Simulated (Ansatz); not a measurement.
## Single-point calculation, with input and output: FeCo3 (part 2 of 2)

Continued. System: FeCo3 (Pm-3m, 4 atoms in the cell). Method: DFT PBEsol, scalar-relativistic, plane waves, PAW, spin-polarised (Ansatz 0.2.0); cutoff 420 eV, 12×12×12 k-mesh, Gaussian smearing of 0.1 eV, collinear spins. The structure derives from a Materials Project entry. The run did not end well. It belongs to a series of runs on one base structure; here: ferrimagnetic in the cell, signs ++--.

Geometry of the input (Å; fractional positions):
```
3.5357  0.0000  0.0000
0.0000  3.5357  0.0000
0.0000  0.0000  3.5357
Fe 0.0000  0.0000  0.0000
Co 0.5000  0.5000  0.0000
Co 0.5000  0.0000  0.5000
Co 0.0000  0.5000  0.5000
```

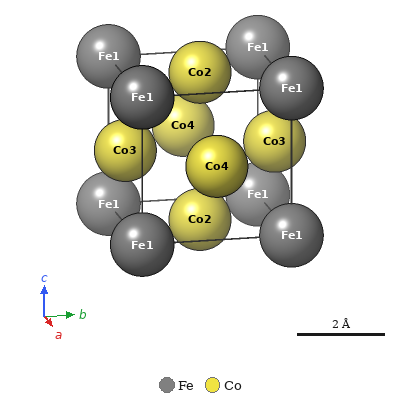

Figure 1. The structure as given in the input (spheres-only view of the cell of the calculation, seen slightly off an axis; atoms are numbered from 1 in the order of the input). An atom can appear more than once, as a periodic image.

Output, continued
```
SCF iter  55: F=—  HF=-19727.125107 eV  |F-HF|=—  |Δ(HF+E_count)|=   9.83e-2  Δρ=3.68e-2 (↑1.93e-2 ↓3.68e-2)  dr2=2.80e-1  dr2_m=2.51e-1  M=2.313 μB ∫|m|=3.883 μB  β_m=0.66  ethr=9.95e-6  ⟨swp⟩=2.2  Hψ=36044  notcnv=0  defer=2659  recentre
SCF iter  56: F=—  HF=-19727.099651 eV  |F-HF|=—  |Δ(HF+E_count)|=   2.55e-2  Δρ=2.80e-2 (↑2.36e-2 ↓2.80e-2)  dr2=7.09e-2  dr2_m=2.45e-1  M=2.299 μB ∫|m|=3.966 μB  β_m=0.10  ethr=9.95e-6  ⟨swp⟩=2.0  Hψ=34535  notcnv=0  defer=2580
SCF iter  57: F=—  HF=-19727.154838 eV  |F-HF|=—  |Δ(HF+E_count)|=   5.52e-2  Δρ=2.55e-2 (↑2.28e-2 ↓2.55e-2)  dr2=4.85e-2  dr2_m=2.03e-1  M=2.786 μB ∫|m|=3.802 μB  β_m=0.55  ethr=9.95e-6  ⟨swp⟩=2.1  Hψ=29822  notcnv=0  defer=2567
SCF iter  58: F=—  HF=-19727.433068 eV  |F-HF|=—  |Δ(HF+E_count)|=   2.78e-1  Δρ=4.94e-2 (↑3.75e-2 ↓4.94e-2)  dr2=5.76e-1  dr2_m=6.24e-1  M=5.671 μB ∫|m|=5.994 μB  β_m=0.23  ethr=9.95e-6  ⟨swp⟩=3.0  Hψ=38973  notcnv=0  defer=2520  recentre
SCF iter  59: F=—  HF=-19727.310817 eV  |F-HF|=—  |Δ(HF+E_count)|=   1.22e-1  Δρ=2.76e-2 (↑2.70e-2 ↓2.76e-2)  dr2=1.25e-1  dr2_m=2.37e-1  M=4.542 μB ∫|m|=4.890 μB  β_m=0.22  ethr=9.95e-6  ⟨swp⟩=2.0  Hψ=36115  notcnv=0  defer=2574
SCF iter  60: F=—  HF=-19727.734269 eV  |F-HF|=—  |Δ(HF+E_count)|=   4.23e-1  Δρ=5.07e-2 (↑3.60e-2 ↓5.07e-2)  dr2=1.24e0  dr2_m=4.19e-1  M=7.494 μB ∫|m|=7.992 μB  β_m=0.07  ethr=9.95e-6  ⟨swp⟩=3.4  Hψ=40926  notcnv=0  defer=2578  recentre
SCF iter  61: F=—  HF=-19727.618758 eV  |F-HF|=—  |Δ(HF+E_count)|=   1.16e-1  Δρ=4.64e-2 (↑3.73e-2 ↓4.64e-2)  dr2=2.12e-1  dr2_m=6.11e-1  M=6.954 μB ∫|m|=7.332 μB  β_m=0.24  ethr=9.95e-6  ⟨swp⟩=2.0  Hψ=37095  notcnv=0  defer=2683
SCF iter  62: F=—  HF=-19727.151705 eV  |F-HF|=—  |Δ(HF+E_count)|=   4.67e-1  Δρ=2.33e-2 (↑2.33e-2 ↓2.29e-2)  dr2=1.27e-2  dr2_m=2.08e-1  M=2.777 μB ∫|m|=3.837 μB  β_m=0.40  ethr=9.95e-6  ⟨swp⟩=3.5  Hψ=41217  notcnv=0  defer=2686
SCF iter  63: F=—  HF=-19727.103439 eV  |F-HF|=—  |Δ(HF+E_count)|=   4.83e-2  Δρ=2.56e-2 (↑2.54e-2 ↓2.56e-2)  dr2=4.02e-2  dr2_m=2.42e-1  M=2.337 μB ∫|m|=3.996 μB  β_m=0.70  ethr=9.95e-6  ⟨swp⟩=2.0  Hψ=29165  notcnv=0  defer=2447
SCF iter  64: F=—  HF=-19727.140558 eV  |F-HF|=—  |Δ(HF+E_count)|=   3.71e-2  Δρ=2.73e-2 (↑2.73e-2 ↓2.35e-2)  dr2=6.39e-2  dr2_m=2.36e-1  M=2.671 μB ∫|m|=3.864 μB  β_m=0.85  ethr=9.95e-6  ⟨swp⟩=2.0  Hψ=23035  notcnv=0  defer=2447
SCF iter  65: F=—  HF=-19727.146709 eV  |F-HF|=—  |Δ(HF+E_count)|=   6.15e-3  Δρ=2.47e-2 (↑2.42e-2 ↓2.47e-2)  dr2=4.08e-2  dr2_m=2.21e-1  M=2.713 μB ∫|m|=3.846 μB  β_m=0.13  ethr=9.95e-6  ⟨swp⟩=1.8  Hψ=20046  notcnv=0  defer=2447
SCF iter  66: F=—  HF=-19727.188676 eV  |F-HF|=—  |Δ(HF+E_count)|=   4.20e-2  Δρ=2.39e-2 (↑2.39e-2 ↓2.35e-2)  dr2=1.20e-1  dr2_m=1.86e-1  M=3.064 μB ∫|m|=3.749 μB  β_m=0.41  ethr=9.95e-6  ⟨swp⟩=2.0  Hψ=26704  notcnv=0  defer=2447
SCF iter  67: F=—  HF=-19727.280078 eV  |F-HF|=—  |Δ(HF+E_count)|=   9.14e-2  Δρ=2.65e-2 (↑2.65e-2 ↓2.43e-2)  dr2=1.41e-1  dr2_m=2.03e-1  M=4.205 μB ∫|m|=4.548 μB  β_m=0.04  ethr=9.95e-6  ⟨swp⟩=2.5  Hψ=32797  notcnv=0  defer=2440
SCF iter  68: F=—  HF=-19727.423713 eV  |F-HF|=—  |Δ(HF+E_count)|=   1.44e-1  Δρ=4.70e-2 (↑3.99e-2 ↓4.70e-2)  dr2=5.29e-1  dr2_m=5.85e-1  M=5.743 μB ∫|m|=6.068 μB  β_m=0.38  ethr=9.95e-6  ⟨swp⟩=2.0  Hψ=36574  notcnv=0  defer=2655  recentre
SCF iter  69: F=—  HF=-19727.518131 eV  |F-HF|=—  |Δ(HF+E_count)|=   9.44e-2  Δρ=4.81e-2 (↑4.81e-2 ↓4.64e-2)  dr2=3.69e-1  dr2_m=7.37e-1  M=6.446 μB ∫|m|=6.806 μB  β_m=0.64  ethr=9.95e-6  ⟨swp⟩=2.1  Hψ=31388  notcnv=0  defer=2657
SCF iter  70: F=—  HF=-19727.303853 eV  |F-HF|=—  |Δ(HF+E_count)|=   2.14e-1  Δρ=3.62e-2 (↑3.15e-2 ↓3.62e-2)  dr2=5.68e-1  dr2_m=2.79e-1  M=4.449 μB ∫|m|=4.798 μB  β_m=0.42  ethr=9.95e-6  ⟨swp⟩=2.7  Hψ=34993  notcnv=0  defer=2648
SCF iter  71: F=—  HF=-19727.166921 eV  |F-HF|=—  |Δ(HF+E_count)|=   1.37e-1  Δρ=2.75e-2 (↑2.75e-2 ↓2.34e-2)  dr2=7.45e-2  dr2_m=2.11e-1  M=2.812 μB ∫|m|=3.847 μB  β_m=0.91  ethr=9.95e-6  ⟨swp⟩=2.0  Hψ=37685  notcnv=0  defer=2612
SCF iter  72: F=—  HF=-19727.028354 eV  |F-HF|=—  |Δ(HF+E_count)|=   1.39e-1  Δρ=2.54e-2 (↑2.54e-2 ↓2.46e-2)  dr2=2.59e-1  dr2_m=1.40e-1  M=1.174 μB ∫|m|=4.507 μB  β_m=0.88  ethr=9.95e-6  ⟨swp⟩=2.6  Hψ=34349  notcnv=0  defer=2621
SCF iter  73: F=—  HF=-19726.999543 eV  |F-HF|=—  |Δ(HF+E_count)|=   2.88e-2  Δρ=4.54e-2 (↑1.48e-2 ↓4.54e-2)  dr2=1.16e0  dr2_m=1.75e-1  M=-0.028 μB ∫|m|=4.734 μB  β_m=0.94  ethr=9.95e-6  ⟨swp⟩=2.1  Hψ=34532  notcnv=0  defer=2450  recentre
SCF iter  74: F=—  HF=-19726.972563 eV  |F-HF|=—  |Δ(HF+E_count)|=   2.70e-2  Δρ=3.87e-2 (↑1.91e-2 ↓3.87e-2)  dr2=6.38e-1  dr2_m=1.83e-1  M=0.027 μB ∫|m|=4.813 μB  β_m=0.97  ethr=9.95e-6  ⟨swp⟩=2.1  Hψ=25410  notcnv=0  defer=2422
SCF iter  75: F=—  HF=-19726.989622 eV  |F-HF|=—  |Δ(HF+E_count)|=   1.71e-2  Δρ=2.81e-2 (↑1.89e-2 ↓2.81e-2)  dr2=3.08e-1  dr2_m=1.26e-1  M=0.439 μB ∫|m|=4.684 μB  β_m=0.98  ethr=9.95e-6  ⟨swp⟩=2.0  Hψ=24718  notcnv=0  defer=2422
SCF iter  76: F=—  HF=-19727.003088 eV  |F-HF|=—  |Δ(HF+E_count)|=   1.35e-2  Δρ=2.06e-2 (↑1.62e-2 ↓2.06e-2)  dr2=8.71e-2  dr2_m=9.68e-2  M=0.638 μB ∫|m|=4.599 μB  β_m=0.48  ethr=9.95e-6  ⟨swp⟩=2.0  Hψ=22361  notcnv=0  defer=2422
SCF iter  77: F=—  HF=-19726.995988 eV  |F-HF|=—  |Δ(HF+E_count)|=   7.10e-3  Δρ=2.45e-2 (↑1.05e-2 ↓2.45e-2)  dr2=2.20e-1  dr2_m=9.16e-2  M=0.248 μB ∫|m|=4.570 μB  β_m=0.25  ethr=9.95e-6  ⟨swp⟩=2.2  Hψ=30184  notcnv=0  defer=2410
SCF iter  78: F=—  HF=-19727.019359 eV  |F-HF|=—  |Δ(HF+E_count)|=   2.34e-2  Δρ=2.42e-2 (↑1.31e-2 ↓2.42e-2)  dr2=1.03e-1  dr2_m=1.04e-1  M=0.763 μB ∫|m|=4.391 μB  β_m=0.75  ethr=9.95e-6  ⟨swp⟩=2.0  Hψ=33860  notcnv=0  defer=2401
SCF iter  79: F=—  HF=-19727.053599 eV  |F-HF|=—  |Δ(HF+E_count)|=   3.42e-2  Δρ=2.43e-2 (↑1.52e-2 ↓2.43e-2)  dr2=5.23e-2  dr2_m=1.46e-1  M=1.434 μB ∫|m|=4.219 μB  β_m=0.17  ethr=9.95e-6  ⟨swp⟩=2.1  Hψ=34664  notcnv=0  defer=2412
SCF iter  80: F=—  HF=-19727.089060 eV  |F-HF|=—  |Δ(HF+E_count)|=   3.55e-2  Δρ=2.93e-2 (↑1.89e-2 ↓2.93e-2)  dr2=1.22e-1  dr2_m=2.09e-1  M=2.013 μB ∫|m|=4.069 μB  β_m=0.59  ethr=9.95e-6  ⟨swp⟩=2.0  Hψ=33379  notcnv=0  defer=2408
SCF iter  81: F=—  HF=-19727.028206 eV  |F-HF|=—  |Δ(HF+E_count)|=   6.09e-2  Δρ=1.83e-2 (↑1.83e-2 ↓1.28e-2)  dr2=1.40e-2  dr2_m=9.62e-2  M=0.960 μB ∫|m|=4.253 μB  β_m=0.80  ethr=9.95e-6  ⟨swp⟩=2.2  Hψ=31917  notcnv=0  defer=2394
SCF iter  82: F=—  HF=-19727.082865 eV  |F-HF|=—  |Δ(HF+E_count)|=   5.47e-2  Δρ=2.36e-2 (↑2.22e-2 ↓2.36e-2)  dr2=7.01e-2  dr2_m=1.87e-1  M=1.925 μB ∫|m|=4.060 μB  β_m=0.90  ethr=9.95e-6  ⟨swp⟩=2.0  Hψ=32410  notcnv=0  defer=2384
SCF iter  83: F=—  HF=-19727.044793 eV  |F-HF|=—  |Δ(HF+E_count)|=   3.81e-2  Δρ=1.70e-2 (↑1.70e-2 ↓1.56e-2)  dr2=4.07e-2  dr2_m=9.58e-2  M=1.110 μB ∫|m|=4.037 μB  β_m=0.95  ethr=9.95e-6  ⟨swp⟩=2.1  Hψ=29246  notcnv=0  defer=2383
SCF iter  84: F=—  HF=-19727.044963 eV  |F-HF|=—  |Δ(HF+E_count)|=   1.70e-4  Δρ=1.96e-2 (↑1.19e-2 ↓1.96e-2)  dr2=1.89e-1  dr2_m=4.48e-2  M=0.670 μB ∫|m|=4.032 μB  β_m=0.66  ethr=9.95e-6  ⟨swp⟩=2.2  Hψ=33656  notcnv=0  defer=2398
SCF iter  85: F=—  HF=-19727.061980 eV  |F-HF|=—  |Δ(HF+E_count)|=   1.70e-2  Δρ=1.67e-2 (↑1.67e-2 ↓1.37e-2)  dr2=5.74e-2  dr2_m=7.94e-2  M=1.181 μB ∫|m|=3.637 μB  β_m=0.99  ethr=9.95e-6  ⟨swp⟩=2.1  Hψ=33041  notcnv=0  defer=2394
SCF iter  86: F=—  HF=-19727.053762 eV  |F-HF|=—  |Δ(HF+E_count)|=   8.22e-3  Δρ=1.15e-2 (↑1.15e-2 ↓8.83e-3)  dr2=1.71e-2  dr2_m=3.40e-2  M=0.733 μB ∫|m|=3.861 μB  β_m=0.99  ethr=9.95e-6  ⟨swp⟩=2.1  Hψ=26673  notcnv=0  defer=2401
SCF iter  87: F=—  HF=-19727.060553 eV  |F-HF|=—  |Δ(HF+E_count)|=   6.79e-3  Δρ=1.40e-2 (↑1.08e-2 ↓1.40e-2)  dr2=6.11e-2  dr2_m=4.58e-2  M=0.883 μB ∫|m|=3.705 μB  β_m=1.00  ethr=9.95e-6  ⟨swp⟩=2.2  Hψ=30808  notcnv=0  defer=2391
SCF iter  88: F=—  HF=-19727.069445 eV  |F-HF|=—  |Δ(HF+E_count)|=   8.89e-3  Δρ=1.42e-2 (↑1.33e-2 ↓1.42e-2)  dr2=4.53e-3  dr2_m=7.46e-2  M=1.194 μB ∫|m|=3.495 μB  β_m=1.00  ethr=9.95e-6  ⟨swp⟩=1.9  Hψ=20646  notcnv=0  defer=2367
SCF iter  89: F=—  HF=-19727.071451 eV  |F-HF|=—  |Δ(HF+E_count)|=   2.01e-3  Δρ=1.46e-2 (↑1.40e-2 ↓1.46e-2)  dr2=5.73e-3  dr2_m=8.00e-2  M=1.244 μB ∫|m|=3.457 μB  β_m=0.19  ethr=6.75e-6  ⟨swp⟩=1.0  Hψ=17056  notcnv=0  defer=2380
SCF iter  90: F=—  HF=-19727.065160 eV  |F-HF|=—  |Δ(HF+E_count)|=   6.29e-3  Δρ=1.27e-2 (↑1.25e-2 ↓1.27e-2)  dr2=2.15e-3  dr2_m=6.23e-2  M=1.070 μB ∫|m|=3.578 μB  β_m=1.00  ethr=6.75e-6  ⟨swp⟩=1.7  Hψ=21634  notcnv=0  defer=2380
SCF iter  91: F=—  HF=-19727.060675 eV  |F-HF|=—  |Δ(HF+E_count)|=   4.49e-3  Δρ=1.34e-2 (↑1.00e-2 ↓1.34e-2)  dr2=3.94e-2  dr2_m=4.58e-2  M=0.870 μB ∫|m|=3.674 μB  β_m=0.64  ethr=3.21e-6  ⟨swp⟩=2.0  Hψ=27164  notcnv=0  defer=2383
SCF iter  92: F=—  HF=-19727.071480 eV  |F-HF|=—  |Δ(HF+E_count)|=   1.08e-2  Δρ=1.48e-2 (↑1.41e-2 ↓1.48e-2)  dr2=1.24e-2  dr2_m=8.07e-2  M=1.244 μB ∫|m|=3.473 μB  β_m=1.00  ethr=3.21e-6  ⟨swp⟩=2.0  Hψ=27703  notcnv=0  defer=2383
SCF iter  93: F=—  HF=-19727.085784 eV  |F-HF|=—  |Δ(HF+E_count)|=   1.43e-2  Δρ=1.80e-2 (↑1.80e-2 ↓1.72e-2)  dr2=5.16e-2  dr2_m=1.13e-1  M=1.536 μB ∫|m|=3.282 μB  β_m=1.00  ethr=3.21e-6  ⟨swp⟩=2.0  Hψ=23618  notcnv=0  defer=2383
SCF iter  94: F=—  HF=-19727.082434 eV  |F-HF|=—  |Δ(HF+E_count)|=   3.35e-3  Δρ=1.86e-2 (↑1.86e-2 ↓1.62e-2)  dr2=7.15e-2  dr2_m=1.05e-1  M=1.459 μB ∫|m|=3.353 μB  β_m=0.79  ethr=3.21e-6  ⟨swp⟩=2.2  Hψ=28636  notcnv=0  defer=2377
SCF iter  95: F=—  HF=-19727.073191 eV  |F-HF|=—  |Δ(HF+E_count)|=   9.24e-3  Δρ=1.89e-2 (↑1.89e-2 ↓1.48e-2)  dr2=1.30e-1  dr2_m=8.59e-2  M=1.247 μB ∫|m|=3.568 μB  β_m=0.55  ethr=3.21e-6  ⟨swp⟩=2.2  Hψ=26371  notcnv=0  defer=2377
SCF iter  96: F=—  HF=-19727.060035 eV  |F-HF|=—  |Δ(HF+E_count)|=   1.32e-2  Δρ=1.21e-2 (↑1.08e-2 ↓1.21e-2)  dr2=5.60e-3  dr2_m=5.14e-2  M=0.938 μB ∫|m|=3.722 μB  β_m=0.37  ethr=3.21e-6  ⟨swp⟩=2.0  Hψ=30729  notcnv=0  defer=2377
SCF iter  97: F=—  HF=-19727.047935 eV  |F-HF|=—  |Δ(HF+E_count)|=   1.21e-2  Δρ=7.66e-3 (↑7.28e-3 ↓7.66e-3)  dr2=5.40e-3  dr2_m=2.09e-2  M=0.495 μB ∫|m|=4.054 μB  β_m=1.00  ethr=3.21e-6  ⟨swp⟩=2.0  Hψ=26812  notcnv=0  defer=2379
SCF iter  98: F=—  HF=-19727.037139 eV  |F-HF|=—  |Δ(HF+E_count)|=   1.08e-2  Δρ=5.84e-3 (↑2.95e-3 ↓5.84e-3)  dr2=9.47e-3  dr2_m=6.52e-3  M=-0.124 μB ∫|m|=4.544 μB  β_m=1.00  ethr=3.21e-6  ⟨swp⟩=6.6  Hψ=127072  notcnv=0
SCF iter  99: F=—  HF=-19727.036476 eV  |F-HF|=—  |Δ(HF+E_count)|=   6.63e-4  Δρ=5.60e-3 (↑4.65e-3 ↓5.60e-3)  dr2=1.40e-2  dr2_m=7.01e-3  M=-0.195 μB ∫|m|=4.598 μB  β_m=1.00  ethr=3.21e-6  ⟨swp⟩=3.5  Hψ=88985  notcnv=0
SCF iter 100: F=—  HF=-19727.037529 eV  |F-HF|=—  |Δ(HF+E_count)|=   1.05e-3  Δρ=5.24e-3 (↑5.11e-3 ↓5.24e-3)  dr2=4.56e-3  dr2_m=9.14e-3  M=-0.052 μB ∫|m|=4.530 μB  β_m=1.00  ethr=3.21e-6  ⟨swp⟩=3.7  Hψ=96246  notcnv=0
```

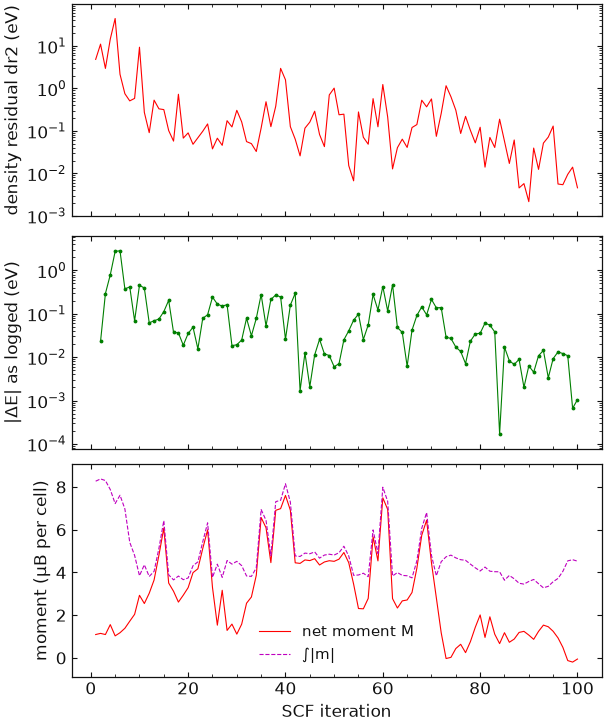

Figure 2. Convergence of the self-consistent field: density residual dr2, size of the energy change and magnetic moment against the SCF iteration. The residual wanders between about 2 × 10⁻³ and 0.15 in the later steps with no lasting fall. The net moment doesn't settle. Over the last steps it still swings between −0.2 and 1.2 μB per cell.

```
Error: did not converge after 100 iterations: magnetization_residual = 9.14e-3 (threshold 1.00e-7), under the density mixer `msr1`, which `scf.mixing.algorithm: auto` chose by the deck's other keys (type `scf.mixing.algorithm: msr1` to keep it); raise `scf.max_iter`, which need not help a stalled SCF, or adjust the mixing (`scf.mixing`) or, under a smearing, its width (`scf.occupations.width`, in either direction: another width is another result); this SCF holds its density and magnetisation to the symmetry operations that it keeps, and cannot end on a state that breaks one of them: if the state sought breaks one, re-run with `crystal.symmetry.detect: false`, without `crystal.symmetry.time_reversal: true`, on a non-collinear deck whose state breaks time reversal, with `crystal.symmetry.time_reversal: false` beside it (there exact exchange or a DFT+U term alone can polarise the run; a magnetic state wants starting moments), where the deck allows it (that run may end on another state, and need not converge either); this run sums exchange and correlation on more points than the dense box has (`basis.xc_grid`), where a deck that converges on the dense box may not converge: try another level (where the key is left out runs that use forces, runs that use the stress, dielectric runs by a finite field, finite-displacement phonons, runs of phonons.displacement_patterns under a GGA or a meta-GGA, phonons by method: dfpt, dielectric runs by the response, runs on support functions, runs on PAW files under a meta-GGA or a hybrid on one, runs at kind: all_electron or under a hybrid on a GGA, runs under a text's formulas of a gradient, and runs on PAW files that evaluate rPW86 or Becke's exchange or LYP's correlation can take a finer level, which can go by the root key accuracy; a number is taken as typed), or, where it is served, `1`, the dense box, on which forces and the stress change with where the atoms sit on the grid; a lower level also moves a field's Born charges, by the response (dielectric, § Limitations, in the input reference) or by a finite field; under a meta-GGA, try another mixer (`scf.mixing.algorithm: anderson` or `broyden`); mind that the stability of the state on which such a run converges can go unchecked at the default of `scf.lower_state_search`; see `basis.xc_grid`, Limitations — the other mixer that `auto` picks from is left to try (`scf.mixing.algorithm: broyden`); it can need more iterations, either can converge an SCF that the other leaves open, and the two can end on different states; the input reference at `scf.mixing.algorithm` says more, and from which start to try it
```

What the run reported

| quantity | value |
| --- | --- |
| outcome | not converged |
| space group (tolerance 0.01 Å) | Pm-3m (221) |
| wall time | 5.8 min |
| peak memory | 0.77 GiB |

The run did not converge: “did not converge after 100 iterations: magnetization_residual = 9.14e-3 (threshold 1.00e-7), under the density mixer `msr1`, which `scf.mixing.algorithm: auto` chose by the deck's other keys (type `scf.mixing.algorithm: msr1` to keep it) …” Its last values are not results.
